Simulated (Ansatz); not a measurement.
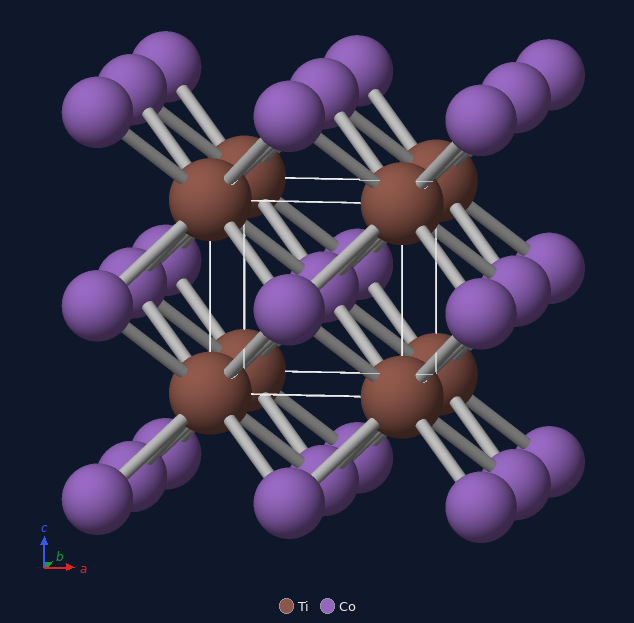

View slightly off an axis, drawn as a ball-and-stick model. Lines trace the edges of the simulation cell. Atoms of adjacent cells appear where they bond to atoms in the box.

```
CELL_PARAMETERS angstrom
2.98559 0.00000 0.00000
0.00000 2.98559 0.00000
0.00000 0.00000 2.98559
ATOMIC_POSITIONS crystal
Ti 0.00000 0.00000 0.00000
Co 0.50000 0.50000 0.50000
```

Results below were computed with DFT PBE, scalar-relativistic, plane waves, PAW (Ansatz 0.2.0); the settings were E_cut = 420 eV, a 14×14×14 sampling of the Brillouin zone, Gaussian smearing of 0.1 eV, collinear spins. The state is ferromagnetic.

Predict the Bader charges.

Ti +1.19 e; Co -1.19 e.

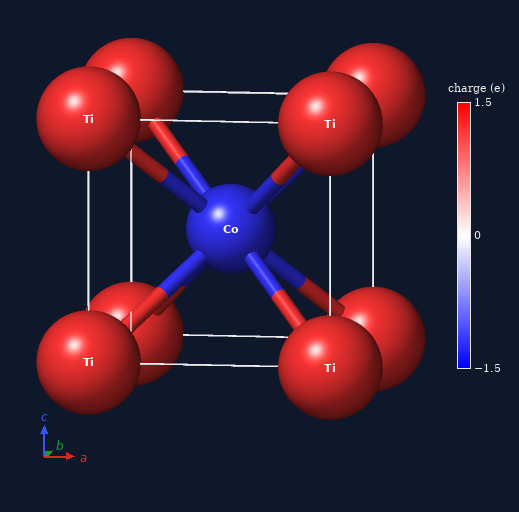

The atoms coloured by those charges.

Source of the structure: a structure listed in the Materials Project. Earlier steps of the study, as a rule a relaxation of our own, may have changed the cell and positions, so they can lie some per cent off the listed ones. Ansatz was used for an electronic-structure calculation on it.
